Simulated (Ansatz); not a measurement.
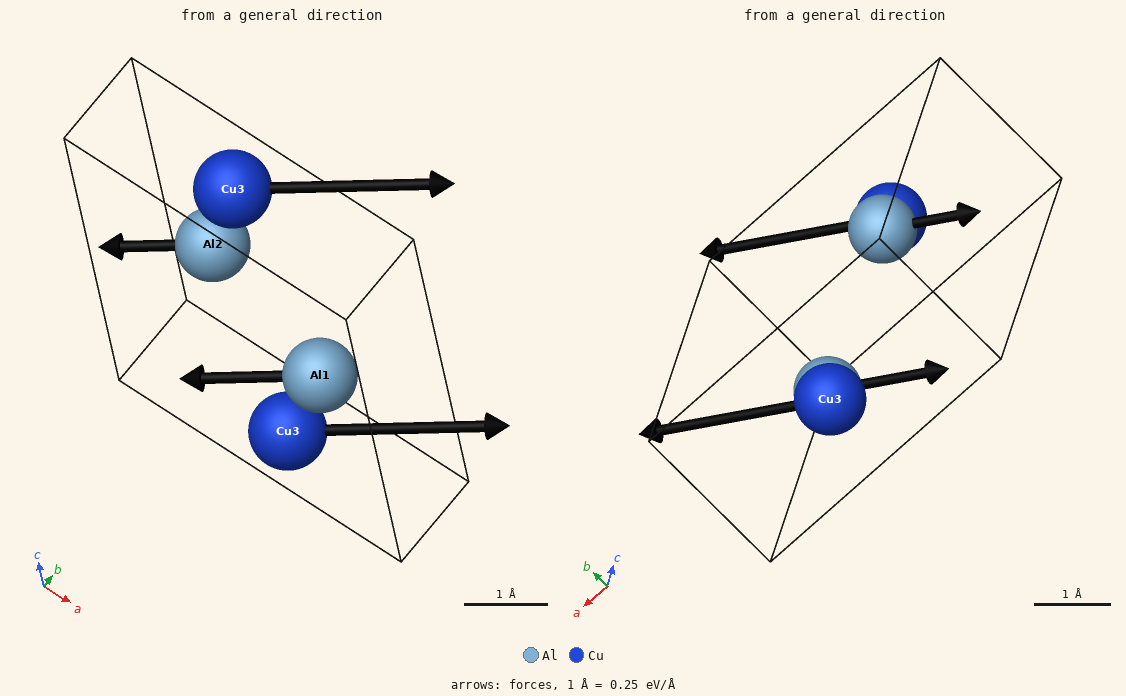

The crystal in a spheres-only representation, seen from two general directions. The parallelepiped is the simulation cell. The arrows are the computed forces on the atoms.

System: Al₂Cu. The calculation: Ansatz, DFT PBEsol, scalar-relativistic, plane waves, PAW, with a 420 eV plane-wave basis, a 16×16×16 k-point grid, Gaussian smearing of 0.15 eV, no spin polarisation.

Q: Are the atoms in equilibrium?

A: No. The atoms still feel forces of up to about 0.57 eV/Å, far above a usual threshold of 0.01 to 0.03 eV/Å.

Q: Which atom is furthest from force balance?

A: Cu3, about 0.57 eV/Å.

Q: State the average force for each kind of atom.

A: Mean magnitudes: about Al 0.29 eV/Å, Cu 0.57 eV/Å.

The cell started as a structure listed in the Materials Project. The cell was then strained or its atoms displaced on purpose. It was the input of a calculation with Ansatz.
